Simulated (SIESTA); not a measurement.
**A series of single points on KBr**

System: KBr (Pm-3m, 2 atoms in the cell).
Method: Kohn-Sham DFT of a periodic cell, PBE, PseudoDojo 0.4 standard NC, numerical atomic orbitals, no spin polarisation (SIESTA 5.4.2).

The 7 runs differ only in the geometry, by an even scaling of the cell at fixed fractional positions. The structure derives from a Materials Project entry.

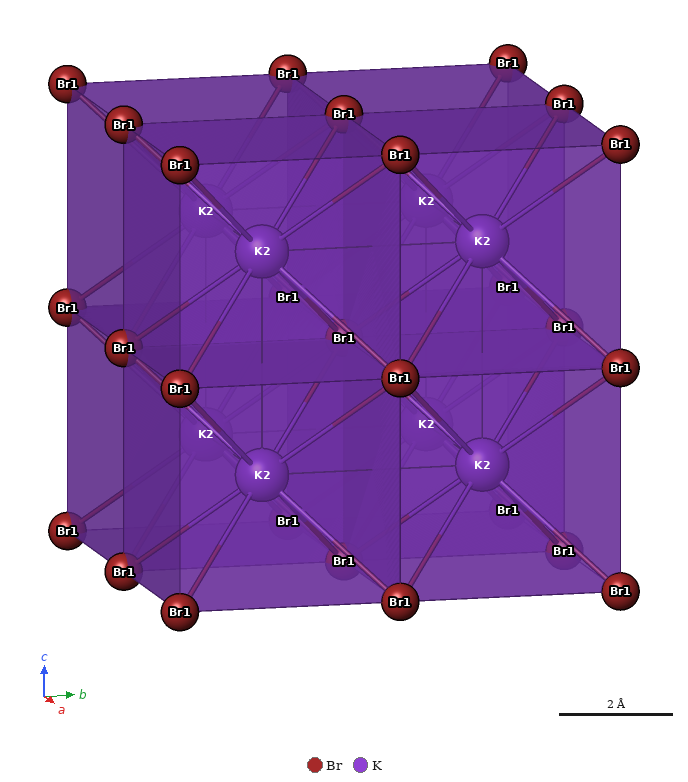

Figure 1. The structure of run 4 (polyhedral view of the cell of the calculation, seen slightly off an axis; polyhedra are completed across the faces of the cell; atoms are numbered from 1 in the order of the input).

### Input file of run 4
```
SystemName                      KBr
SystemLabel                     KBr
NumberOfSpecies                 2
NumberOfAtoms                   2
%block ChemicalSpeciesLabel
  1  35 Br
  2  19 K
%endblock ChemicalSpeciesLabel
%include structure.fdf

%block kgrid.MonkhorstPack
    7   0   0  0.0
    0   7   0  0.0
    0   0   7  0.0
%endblock kgrid.MonkhorstPack
XC.Functional                   GGA
XC.Authors                      PBE
PAO.BasisSize                   DZP
PAO.EnergyShift                 0.002 Ry
Mesh.Cutoff                     800 Ry
OccupationFunction              FD
ElectronicTemperature           0.05 eV
MaxSCFIterations                120
SCF.MustConverge                false
SCF.Mixer.Method                Pulay
SCF.Mixer.Weight                0.25
SCF.Mixer.History               8
SCF.DM.Tolerance                5.0e-05
SCF.H.Tolerance                 1.0e-03 eV
WriteForces                     true
Charge.Mulliken                 end
```

### File structure.fdf of run 4
```
LatticeConstant                 1.0 Ang
%block LatticeVectors
     4.0434990000     0.0000000000     0.0000000000
     0.0000000000     4.0434990000     0.0000000000
     0.0000000000     0.0000000000     4.0434990000
%endblock LatticeVectors
AtomicCoordinatesFormat         Fractional
%block AtomicCoordinatesAndAtomicSpecies
     0.5000000000     0.5000000000     0.5000000000  1  Br
     0.0000000000     0.0000000000     0.0000000000  2  K
%endblock AtomicCoordinatesAndAtomicSpecies
```

Command:
```bash
siesta < KBr.fdf > KBr.out 2>&1
```

Run 6 differs from it as follows:
```diff
-     4.0434990000     0.0000000000     0.0000000000
-     0.0000000000     4.0434990000     0.0000000000
-     0.0000000000     0.0000000000     4.0434990000
+     4.0967090362     0.0000000000     0.0000000000
+     0.0000000000     4.0967090362     0.0000000000
+     0.0000000000     0.0000000000     4.0967090362
```

### Results, with one run withheld

| run | volume per atom (Å³) | free energy per atom, from the lowest run given (meV) | pressure (GPa) | gap on the mesh (eV) |
| --- | --- | --- | --- | --- |
| 1 | 31.072 | 10.72 | 1.55 | 4.04 |
| 2 | 31.733 | 5.34 | 1.07 | 3.97 |
| 3 | 32.394 | 1.90 | 0.61 | 3.90 |
| 4 | 33.055 | 0.20 | 0.23 | 3.84 |
| 5 | 33.716 | 0.00 | −0.12 | 3.78 |
| 6 | 34.378 | ? | ? | ? |
| 7 | 35.039 | 3.52 | −0.70 | 3.66 |

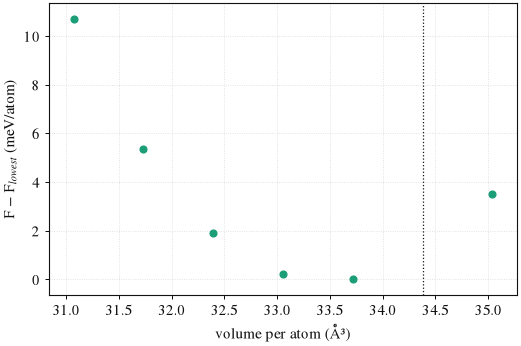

Figure 2. Free energy per atom of the runs given; the dotted line marks run 6.

Fit the runs given and predict run 6.

A cubic polynomial in V^(−2/3) (the Birch–Murnaghan form), fitted to the 6 runs given, misses them by at most 0.01 meV per atom. With x = V^(−2/3) − 0.09761 Å⁻², it reads F = 0.68253 + 1175.2 x + 4.4925e+05 x² + 2.7288e+06 x³ (meV per atom). At run 6 it gives 1.17 meV per atom, and the run itself gives 1.16. The slope of the fit gives a pressure −dF/dV of −0.43 GPa there, and the run prints −0.43 GPa. The fit has its minimum at 33.470 Å³ per atom, where V d²F/dV² gives 17.3 GPa: the bulk modulus at this level, since symmetry fixes the shape and the positions. The gap on the mesh goes, without turning, from 4.04 eV in run 1 to 3.66 eV in run 7; run 6 has 3.72 eV. These are gaps of this functional on this mesh, which can miss the band edges; they aren't the measured gap.

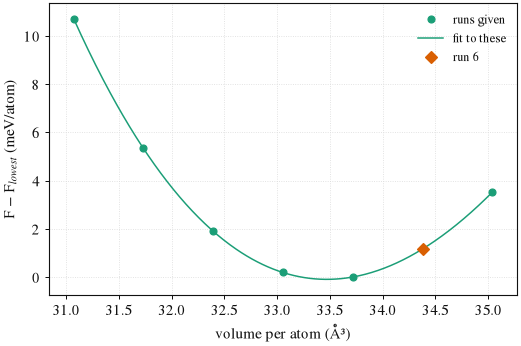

Figure 3. The fit and the withheld run.

### Some lines of the output (run 6)
```
[...]
outcell: Cell volume (Ang**3)        :     68.7552
stepf: Fermi-Dirac step function
siesta: Etot    =     -1248.787860
siesta: FreeEng =     -1248.787860
        iscf     Eharris(eV)        E_KS(eV)     FreeEng(eV)     dDmax    Ef(eV) dHmax(eV)
siesta: E_KS(eV) =            -1248.9849
siesta: E_KS - E_eggbox =     -1248.9849
siesta: Etot    =     -1248.984884
siesta: FreeEng =     -1248.984884
siesta:         Fermi =      -5.395495
siesta: Cell volume =         68.755170 Ang**3
    Orbital volume contribution        =           4.117592 eV
```

Notes: With a small basis of atomic orbitals these values can differ much from converged plane-wave results.
